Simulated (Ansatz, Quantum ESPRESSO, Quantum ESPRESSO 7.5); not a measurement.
**Ballistic transmission: 2 layers of Fe in W(110), on the host's sites**

Wanted: the transmission near the Fermi level and the conductance of this junction: 2 layers of Fe in W(110), on the host's sites.

Calculated with Quantum ESPRESSO 7.5; plane-wave DFT, PBE, JTH PAW pseudopotentials (cross-check by Ansatz 0.2.0 with PAW datasets).

## 1. The starting structure

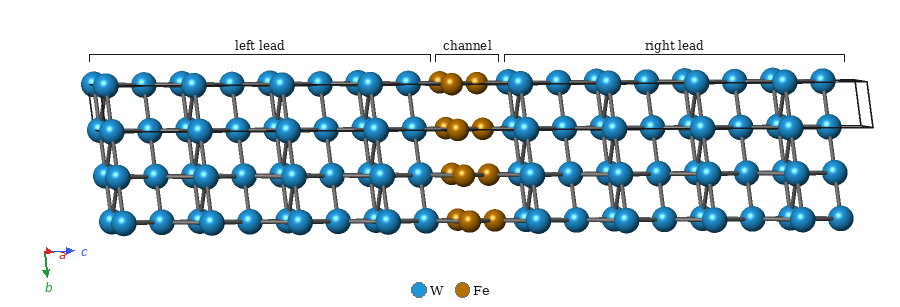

The starting structure, seen from the side, with the c axis across the page (tungsten blue, iron orange). 1×3×1 cells are drawn. Some periodic images of atoms are drawn too.

The cell holds 18 atoms: 16 W and 2 Fe. Its edges and angles: a = 3.180 Å, b = 2.754 Å, c = 39.147 Å, α = 90.0°, β = 90.0°, γ = 54.7°. It derives from W. Regions: left lead, 8 atoms (8 W); channel, 2 atoms (2 Fe); right lead, 8 atoms (8 W). The structure is stacked along c, and the current runs across the ab planes.

## 2. SCF with pw.x

One periodic cell holds a stretch of lead, the junction and more lead; the atoms stay as built.

The input, scf.in:

```
&control
  prefix = 'scf'
  outdir = './out'
  pseudo_dir = './pseudo'
  calculation = 'scf'
  tprnfor = .true.
/
&system
  ibrav = 0
  nat = 18
  ntyp = 2
  ecutwfc = 45
  ecutrho = 360
  occupations = 'smearing'
  smearing = 'mv'
  degauss = 0.01
  nspin = 2
  starting_magnetization(2) = 0.42
/
&electrons
  conv_thr = 1e-07
  mixing_beta = 0.25
  electron_maxstep = 120
  mixing_mode = 'local-TF'
/
ATOMIC_SPECIES
  W   183.8400  W.GGA_PBE-JTH.UPF
  Fe  55.8450  Fe.GGA_PBE-JTH.UPF
CELL_PARAMETERS angstrom
  3.18000000000000 0.00000000000000 0.00000000000000
  1.59000000000000 2.24859956417322 0.00000000000000
  0.00000000000000 0.00000000000000 39.14730692744025
ATOMIC_POSITIONS crystal
  W   0.000000000000 0.000000000000 0.000000000000
  W   0.500000000000 0.000000000000 0.057439444515
  W   0.000000000000 0.000000000000 0.114878889030
  W   0.500000000000 0.000000000000 0.172318333545
  W   0.000000000000 0.000000000000 0.229757778060
  W   0.500000000000 0.000000000000 0.287197222575
  W   0.000000000000 0.000000000000 0.344636667090
  W   0.500000000000 0.000000000000 0.402076111606
  Fe  0.000000000000 0.000000000000 0.451038055803
  Fe  0.500000000000 0.000000000000 0.491522499682
  W   0.000000000000 0.000000000000 0.540484443879
  W   0.500000000000 0.000000000000 0.597923888394
  W   0.000000000000 0.000000000000 0.655363332910
  W   0.500000000000 0.000000000000 0.712802777425
  W   0.000000000000 0.000000000000 0.770242221940
  W   0.500000000000 0.000000000000 0.827681666455
  W   0.000000000000 0.000000000000 0.885121110970
  W   0.500000000000 0.000000000000 0.942560555485
K_POINTS automatic
  9 10 1 0 0 0
```

Run with:

```bash
OMP_NUM_THREADS=1 mpirun -n 4 pw.x -nk 4 -in scf.in > scf.out
```

The log of the run:

```text
Program PWSCF v.7.5 starts
[citation notice left out]

     Parallel version (MPI & OpenMP), running on       4 processor cores
     Number of MPI processes:                 4
     Threads/MPI process:                     1

     MPI processes distributed on     1 nodes
[...]
Current dimensions of program PWSCF are:
     Max number of different atomic species (ntypx) = 10
     Max number of k-points (npk) =  40000
     Max angular momentum in pseudopotentials (lmaxx) =  4
     file W.GGA_PBE-JTH.UPF: wavefunction(s)  5S 6S 5P 6P 5D 0D renormalized
     file Fe.GGA_PBE-JTH.UPF: wavefunction(s)  3S 4S 3P 0P 0D renormalized
     Message from routine setup:
     using ibrav=0 with symmetry is DISCOURAGED, use correct ibrav instead

     K-points division:     npool     =       4
     Subspace diagonalization in iterative solution of the eigenvalue problem:
     a serial algorithm will be used

     G-vector sticks info
     --------------------
     sticks:   dense  smooth     PW     G-vecs:    dense   smooth      PW
     Sum         731     367    129               217909    76917   15773

     Using Slab Decomposition

     bravais-lattice index     =            0
     lattice parameter (alat)  =       6.0093  a.u.
     unit-cell volume          =    1889.0251 (a.u.)^3
     number of atoms/cell      =           18
     number of atomic types    =            2
     number of electrons       =       256.00
     number of Kohn-Sham states=          154
     kinetic-energy cutoff     =      45.0000  Ry
     charge density cutoff     =     360.0000  Ry
     scf convergence threshold =      1.0E-07
     mixing beta               =       0.2500
     number of iterations used =            8  local-TF  mixing
     Exchange-correlation= SLA PW PBX PBC
                           (   1   4   3   4   0   0   0)

     celldm(1)=   6.009329  celldm(2)=   0.000000  celldm(3)=   0.000000
     celldm(4)=   0.000000  celldm(5)=   0.000000  celldm(6)=   0.000000

     crystal axes: (cart. coord. in units of alat)
               a(1) = (   1.000000   0.000000   0.000000 )
               a(2) = (   0.500000   0.707107   0.000000 )
               a(3) = (   0.000000   0.000000  12.310474 )

     reciprocal axes: (cart. coord. in units 2 pi/alat)
               b(1) = (  1.000000 -0.707107  0.000000 )
               b(2) = (  0.000000  1.414214  0.000000 )
               b(3) = (  0.000000  0.000000  0.081232 )

     PseudoPot. # 1 for W  read from file:
     ./pseudo/W.GGA_PBE-JTH.UPF
     Pseudo is Projector augmented-wave + core cor, Zval = 14.0
     Generated using ATOMPAW code
     Shape of augmentation charge: BESSEL
     Using radial grid of 1121 points,  6 beta functions with:
                l(1) =   0
                l(2) =   0
                l(3) =   1
                l(4) =   1
                l(5) =   2
                l(6) =   2
     Q(r) pseudized with 0 coefficients

     PseudoPot. # 2 for Fe read from file:
     ./pseudo/Fe.GGA_PBE-JTH.UPF
     Pseudo is Projector augmented-wave + core cor, Zval = 16.0
     Generated using ATOMPAW code
     Shape of augmentation charge: SINC**2
     Using radial grid of 1038 points,  6 beta functions with:
                l(1) =   0
                l(2) =   0
                l(3) =   1
                l(4) =   1
                l(5) =   2
                l(6) =   2
     Q(r) pseudized with 0 coefficients

     atomic species   valence    mass     pseudopotential
     W                14.00   183.84000     W ( 1.00)
     Fe               16.00    55.84500     Fe( 1.00)

     Starting magnetic structure
     atomic species   magnetization
     W               0.000
     Fe              0.420

      4 Sym. Ops. (no inversion) found

   Cartesian axes

     site n.     atom                  positions (alat units)
         1        W      tau(   1) = (   0.0000000   0.0000000   0.0000000  )
         2        W      tau(   2) = (   0.5000000   0.0000000   0.7071068  )
         3        W      tau(   3) = (   0.0000000   0.0000000   1.4142136  )
         4        W      tau(   4) = (   0.5000000   0.0000000   2.1213203  )
         5        W      tau(   5) = (   0.0000000   0.0000000   2.8284271  )
         6        W      tau(   6) = (   0.5000000   0.0000000   3.5355339  )
         7        W      tau(   7) = (   0.0000000   0.0000000   4.2426407  )
         8        W      tau(   8) = (   0.5000000   0.0000000   4.9497475  )
         9        Fe     tau(   9) = (   0.0000000   0.0000000   5.5524922  )
        10        Fe     tau(  10) = (   0.5000000   0.0000000   6.0508749  )
        11        W      tau(  11) = (   0.0000000   0.0000000   6.6536196  )
        12        W      tau(  12) = (   0.5000000   0.0000000   7.3607264  )
        13        W      tau(  13) = (   0.0000000   0.0000000   8.0678332  )
        14        W      tau(  14) = (   0.5000000   0.0000000   8.7749400  )
        15        W      tau(  15) = (   0.0000000   0.0000000   9.4820468  )
        16        W      tau(  16) = (   0.5000000   0.0000000  10.1891535  )
        17        W      tau(  17) = (   0.0000000   0.0000000  10.8962603  )
        18        W      tau(  18) = (   0.5000000   0.0000000  11.6033671  )

     number of k points=    46  Marzari-Vanderbilt smearing, width (Ry)=  0.0100
                       cart. coord. in units 2pi/alat
        k(    1) = (   0.0000000   0.0000000   0.0000000), wk =   0.0111111
        k(    2) = (   0.0000000   0.1414214   0.0000000), wk =   0.0222222
        k(    3) = (   0.0000000   0.2828427   0.0000000), wk =   0.0222222
        k(    4) = (   0.0000000   0.4242641   0.0000000), wk =   0.0222222
        k(    5) = (   0.0000000   0.5656854   0.0000000), wk =   0.0222222
        k(    6) = (   0.0000000  -0.7071068   0.0000000), wk =   0.0111111
        k(    7) = (   0.1111111  -0.0785674   0.0000000), wk =   0.0222222
        k(    8) = (   0.1111111   0.0628539   0.0000000), wk =   0.0222222
        k(    9) = (   0.1111111   0.2042753   0.0000000), wk =   0.0222222
        k(   10) = (   0.1111111   0.3456966   0.0000000), wk =   0.0222222
[...]
k(   46) = (   0.4444444  -0.4556910   0.0000000), wk =   0.0222222

     Dense  grid:   217909 G-vectors     FFT dimensions: (  40,  32, 450)

     Smooth grid:    76917 G-vectors     FFT dimensions: (  25,  24, 320)

     Estimated max dynamical RAM per process >    1014.26 MB

     Estimated total dynamical RAM >       3.65 GB
     Generating pointlists ...
     new r_m :   0.3230 (alat units)  1.9413 (a.u.) for type    1
     new r_m :   0.2912 (alat units)  1.7500 (a.u.) for type    2

[...]
19.4520  19.5318  19.5607  19.5987  19.6254  19.6624  19.6751  19.7431
    19.7512  19.8127  19.8472  19.9229  19.9263  19.9944  20.0223  20.0489
    20.0592  20.0600  20.0905  20.1238  20.1249  20.1877  20.3288  20.3733
    20.5466  20.6064  20.7792  20.9561  20.9926  21.2121  21.5950  21.8025
    21.8083  22.1442  22.8717  22.8775  22.8803  22.9583  22.9720  23.0794
    23.1208  23.1893  23.2493  23.2922  23.3273  23.4043  23.4439  23.4628
    23.4907  23.5053

          k = 0.0000 0.1414 0.0000 (  9745 PWs)   bands (ev):

   -66.9858 -66.8820 -52.8702 -52.8665 -52.8560 -52.8446 -52.8313 -52.8183
   -52.8053 -52.7929 -52.7819 -52.7712 -52.7615 -52.7513 -52.7422 -52.7421
   -52.6645 -52.6645 -33.1291 -33.1098 -32.9597 -32.9343 -32.8270 -32.8220
   -17.6303 -17.5972 -17.5410 -17.4728 -17.3935 -17.3038 -17.2045 -17.0997
   -16.9925 -16.9023 -16.8891 -16.8856 -16.8640 -16.8346 -16.8018 -16.7858
   -16.7675 -16.7309 -16.6964 -16.6925 -16.6535 -16.6308 -16.6158 -16.6056
   -16.5985 -16.5820 -16.5705 -16.5702 -16.5697 -16.5689 -16.5664 -16.5658
   -16.5628 -16.5564 -16.5527 -16.5512 -16.5461 -16.5296 -16.5288 -16.5278
   -16.5097 -16.5080 -16.4779 -16.4705 -16.4704 -16.4576 -16.4304 -16.4299
    12.2735  12.4011  12.5168  12.8464  12.9618  13.5050  13.6199  14.2916
    14.3932  15.0228  15.1016  15.4668  15.5121  15.5642  15.5778  15.5838
    15.7566  16.2195  17.6561  17.9996  18.3202  18.3562  18.4645  18.4857
    18.5985  18.6890  18.7192  18.9837  19.0562  19.0769  19.2783  19.3348
    19.3402  19.3616  19.4428  19.5037  19.5698  19.6115  19.6752  19.7254
    19.8197  19.8319  19.9012  19.9439  19.9766  19.9949  19.9957  20.0102
    20.0547  20.0553  20.0630  20.0767  20.1032  20.1497  20.3121  20.4475
    20.4560  20.4630  20.5196  20.5517  20.5713  20.6573  20.8448  21.0652
    21.6586  21.6644  21.6788  21.8356  21.8510  21.9821  21.9988  22.1189
    22.2877  22.3756  22.4578  22.5721  22.6032  22.6682  22.7032  22.7226
    22.7644  22.9412

          k = 0.0000 0.2828 0.0000 (  9727 PWs)   bands (ev):

   -66.9800 -66.8801 -52.8390 -52.8356 -52.8255 -52.8148 -52.8021 -52.7898
   -52.7774 -52.7657 -52.7555 -52.7457 -52.7370 -52.7275 -52.7168 -52.7167
   -52.6384 -52.6384 -33.1233 -33.1219 -32.9981 -32.9499 -32.8367 -32.8215
   -17.5414 -17.5117 -17.4609 -17.4000 -17.3300 -17.2523 -17.1685 -17.0846
   -17.0197 -17.0088 -17.0061 -16.9803 -16.9533 -16.9501 -16.9269 -16.9191
   -16.9163 -16.9160 -16.8999 -16.8998 -16.8810 -16.8430 -16.8032 -16.7985
   -16.7976 -16.7938 -16.7921 -16.7854 -16.7828 -16.7705 -16.7689 -16.7628
   -16.7531 -16.7236 -16.7187 -16.7011 -16.6886 -16.6764 -16.6579 -16.6327
   -16.6209 -16.6108 -16.5750 -16.5748 -16.5585 -16.5033 -16.4696 -16.4542
    13.4919  13.6155  13.6962  14.0319  14.0895  14.6372  14.6892  15.3481
    15.3904  16.0142  16.0470  16.3292  16.4204  16.4524  16.4689  16.4766
    16.5806  16.5913  17.7768  18.1736  18.1771  18.2347  18.2853  18.2949
    18.4199  18.4594  18.5263  18.5783  18.7097  18.7800  19.0304  19.2349
    19.2562  19.3687  19.4217  19.5753  19.6262  19.6440  19.6852  19.6878
    19.7229  19.7382  19.7744  19.8046  19.8684  19.9017  19.9277  19.9994
    20.0119  20.0750  20.1577  20.1734  20.2334  20.3347  20.3560  20.3654
    20.4313  20.4712  20.5676  20.6709  20.9064  20.9841  21.1583  21.2550
    21.4270  21.4328  21.4891  21.4925  21.5430  21.5950  21.6125  21.6441
    21.7123  21.7339  21.7517  21.8065  21.8389  21.8905  21.9349  22.0027
    22.5068  22.5137

          k = 0.0000 0.4243 0.0000 (  9647 PWs)   bands (ev):

   -66.9728 -66.8778 -52.8002 -52.7972 -52.7877 -52.7778 -52.7660 -52.7545
   -52.7429 -52.7320 -52.7228 -52.7142 -52.7067 -52.6981 -52.6851 -52.6851
   -52.6059 -52.6059 -33.1400 -33.1130 -33.0449 -32.9660 -32.8487 -32.8239
   -17.4299 -17.4048 -17.3623 -17.3146 -17.2926 -17.2864 -17.2730 -17.2669
   -17.2581 -17.2418 -17.2305 -17.2280 -17.2199 -17.1849 -17.1846 -17.1618
   -17.1476 -17.1210 -17.0898 -17.0566 -17.0555 -17.0548 -17.0502 -17.0476
   -17.0312 -17.0182 -17.0039 -16.9998 -16.9864 -16.9787 -16.9372 -16.9263
   -16.8951 -16.8544 -16.8510 -16.8177 -16.7854 -16.7705 -16.7586 -16.7352
   -16.7012 -16.7010 -16.6926 -16.6192 -16.5543 -16.5004 -16.4688 -16.4551
    14.7700  14.8951  14.9599  15.3028  15.3347  15.8639  15.8843  16.3381
    16.4365  16.4469  16.5081  16.5628  16.7636  16.8062  16.8126  16.8193
    16.9481  16.9567  16.9947  17.0026  17.0244  17.0614  17.2513  17.2763
    17.4906  17.5349  17.7732  17.7828  18.1600  18.2684  18.4944  18.5666
    18.6112  18.7108  18.8808  18.8881  18.9648  19.0036  19.1503  19.3540
    19.4142  19.4725  19.5646  19.5912  20.0213  20.1117  20.3737  20.4349
    20.4455  21.1276  21.2051  21.2473  21.3041  21.4012  21.4174  21.5036
    21.7250  21.7385  21.7707  21.7917  21.8181  21.8346  21.8539  21.8829
    21.9217  22.0248  22.1238  22.1280  22.1311  22.1536  22.1697  22.4620
    22.8464  22.8477  23.0244  23.2466  23.4383  23.4441  23.5477  23.6127
    23.7284  23.7347

          k = 0.0000 0.5657 0.0000 (  9555 PWs)   bands (ev):

   -66.9670 -66.8758 -52.7686 -52.7659 -52.7570 -52.7478 -52.7366 -52.7258
   -52.7150 -52.7047 -52.6962 -52.6886 -52.6821 -52.6743 -52.6592 -52.6592
   -52.5794 -52.5794 -33.1534 -33.1071 -33.0812 -32.9772 -32.8584 -32.8278
   -17.5846 -17.5740 -17.5536 -17.5299 -17.5034 -17.4761 -17.4472 -17.4172
   -17.3869 -17.3581 -17.3392 -17.3332 -17.3245 -17.3041 -17.2996 -17.2742
   -17.2597 -17.2549 -17.2413 -17.2324 -17.2197 -17.2155 -17.2004 -17.1913
   -17.1646 -17.1348 -17.1268 -17.0862 -17.0684 -17.0434 -17.0000 -16.9941
   -16.9579 -16.9201 -16.9158 -16.8866 -16.8585 -16.8356 -16.8341 -16.8014
   -16.8011 -16.7552 -16.6799 -16.6098 -16.5484 -16.4972 -16.4676 -16.4559
    15.1974  15.3170  15.4131  15.7073  15.7957  15.8940  15.9602  15.9654
    16.0140  16.0857  16.1708  16.1842  16.2637  16.2851  16.3285  16.3788
    16.5319  16.5782  16.6005  16.7221  16.7479  16.7508  16.9285  17.0401
    17.1079  17.2469  17.3322  17.3338  17.8629  17.9280  18.0755  18.1507
    18.4591  18.4950  18.5847  18.7168  19.0831  19.1385  19.3696  19.5722
    19.7033  19.9258  20.0896  20.1342  20.1648  20.4339  20.5048  20.5201
    20.7677  21.0299  21.2632  21.6389  21.6670  21.9037  21.9204  22.1719
    22.2400  22.3307  22.5453  22.5517  22.7516  22.7619  23.0762  23.2123
    23.3712  23.4661  23.4698  23.7573  23.7730  24.1326  24.2844  24.3486
    24.3518  24.3987  24.4818  24.5276  24.6786  24.9434  24.9781  25.0166
    25.3821  25.3902

          k = 0.0000-0.7071 0.0000 (  9572 PWs)   bands (ev):

   -66.9648 -66.8751 -52.7566 -52.7540 -52.7453 -52.7363 -52.7254 -52.7149
   -52.7043 -52.6943 -52.6861 -52.6789 -52.6727 -52.6652 -52.6493 -52.6493
   -52.5693 -52.5692 -33.1586 -33.1076 -33.0923 -32.9810 -32.8622 -32.8296
   -17.6934 -17.6813 -17.6587 -17.6322 -17.6027 -17.5716 -17.5385 -17.5038
   -17.4685 -17.4343 -17.4037 -17.3775 -17.3567 -17.3388 -17.3169 -17.3020
   -17.3019 -17.3019 -17.3010 -17.2757 -17.2745 -17.2422 -17.2318 -17.2060
   -17.1798 -17.1678 -17.1268 -17.1203 -17.0835 -17.0542 -17.0396 -16.9971
   -16.9811 -16.9588 -16.9248 -16.9045 -16.8963 -16.8714 -16.8392 -16.8389
   -16.8261 -16.7475 -16.6741 -16.6059 -16.5460 -16.4959 -16.4671 -16.4562
    15.1860  15.2988  15.4020  15.6186  15.6534  15.6627  15.7097  15.7440
    15.7644  15.7749  15.8959  15.9749  15.9828  16.0822  16.1880  16.2250
    16.3215  16.3451  16.3459  16.5338  16.5377  16.5935  16.8585  16.9432
    17.0140  17.2528  17.2710  17.3596  17.9002  17.9811  18.0283  18.0979
    18.2942  18.3458  18.9505  18.9543  18.9966  19.0599  19.8288  19.9586
    20.0032  20.0781  20.1360  20.2098  20.3659  20.6577  20.9376  21.0702
    21.1456  21.2504  21.4700  21.4836  21.7492  21.7618  21.8503  22.1866
    22.2039  22.2359  22.5195  22.5617  22.7458  23.0210  23.1635  23.2606
    23.3961  23.5125  23.6616  24.0244  24.1999  24.6726  24.9202  24.9233
    25.1062  25.5258  25.5699  25.8106  25.9310  26.1746  26.2246  26.4028
    26.4305  26.4783

[...]
-64.4586 -64.3806 -52.7911 -52.7892 -52.7815 -52.7738 -52.7640 -52.7544
[key lines of the parts left out:]
total energy              =  -12822.60336385 Ry
total magnetization       =     4.08 Bohr mag/cell
```

The job ended after 30 min (4 MPI ranks of Arm Neoverse V2, shared host; peak memory 3.7 GiB).

This step gave:

| Property | Result |
| --- | --- |
| free energy | -174460.4064 eV |
| Fermi energy | 21.41 eV |
| magnetization | 4.07 μB |
| absolute magnetization | 4.77 μB |

The program's own clock; routines nest. Time by routine:

```csv
routine,wall time (s),calls
PWSCF,1828,1
electrons,1747,1
c_bands,1525,21
cegterg,1420,483
h_psi,710.6,1867
fftw,417,401506
vloc_psi,378.3,1867
calbec,248.8,2442
sum_band,176.1,21
add_vuspsi,162.6,1867
s_psi,162.4,1867
h_psi:calbec,162,1867
init_run,64.56,1
wfcinit,61.21,1
```

The run needed 21 iterations to bring the estimated error under 1e-07 Ry; the largest force on any atom, held or free, is 0.95 eV/Å. The cell keeps a moment of 4.1 μB.

[end of part 1 of 5]

[Logs are printed without paths, hosts, clocks, repeated set-up lines and the standing remarks that a program may print on its own settings, such as how far it seeks lower states.]

[Hosts, paths, dates, database ids (printed as entryN), source tags and the programs' standing remarks are cut or masked in the printed files.]

[Maps of the electrostatic potential energy from Ansatz leave out the sawtooth potential of an applied field or a dipole correction, so their vacuum need not be flat; planar profiles and work functions include it.]
